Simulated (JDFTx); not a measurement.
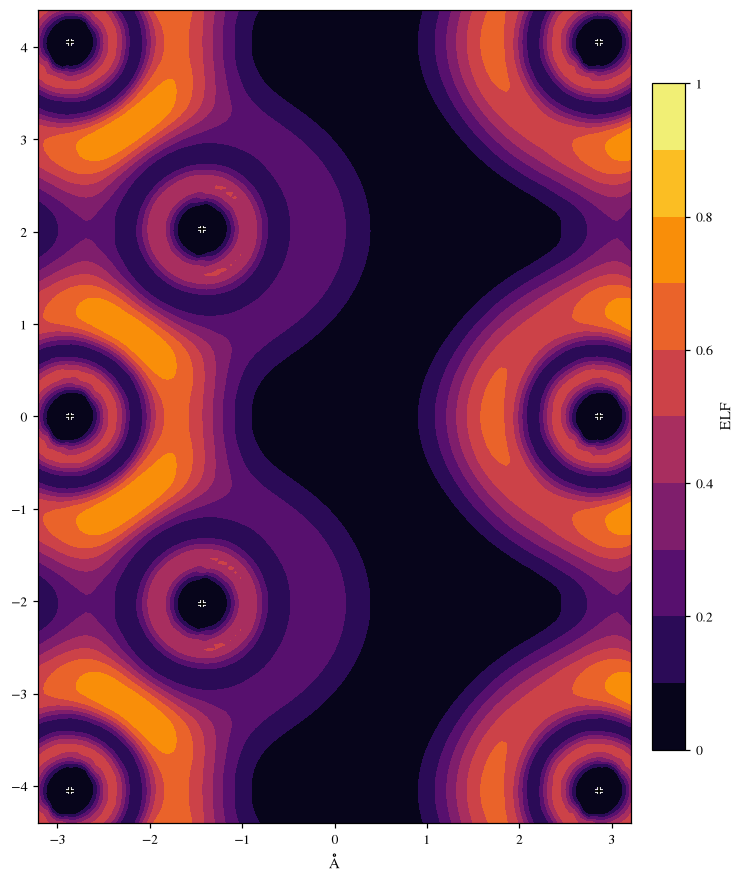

The ELF on a plane through atoms (crosses mark nuclei in the plane).

The calculation used Kohn-Sham DFT of a periodic cell, PBEsol, PseudoDojo-SR-PBEsol-0.4.1-standard (JDFTx).

Candidates:
A. GaAs, a = 5.73 Å, b = 5.73 Å, c = 5.73 Å, α = 90.00°, β = 90.00°, γ = 90.00°. Space group F-43m; computed pressure about −2 GPa in this cell.
B. Si, a = 3.75 Å, b = 3.75 Å, c = 6.20 Å, α = 90.00°, β = 90.00°, γ = 120.00°. Space group P6₃/mmc; a structure from a database of computed crystals, not necessarily the ambient phase; computed pressure about 6 GPa in this cell.
C. AgBr, a = 5.78 Å, b = 5.78 Å, c = 5.78 Å, α = 90.00°, β = 90.00°, γ = 90.00°. Space group Fm-3m; computed pressure about −3 GPa in this cell.

**Which system is this?**

Candidate A: GaAs on the (110) plane of the conventional cell, which holds As and Ga. Ga–As (2.48 Å): the ELF peaks at about 0.80 between the atoms (a shared electron pair).
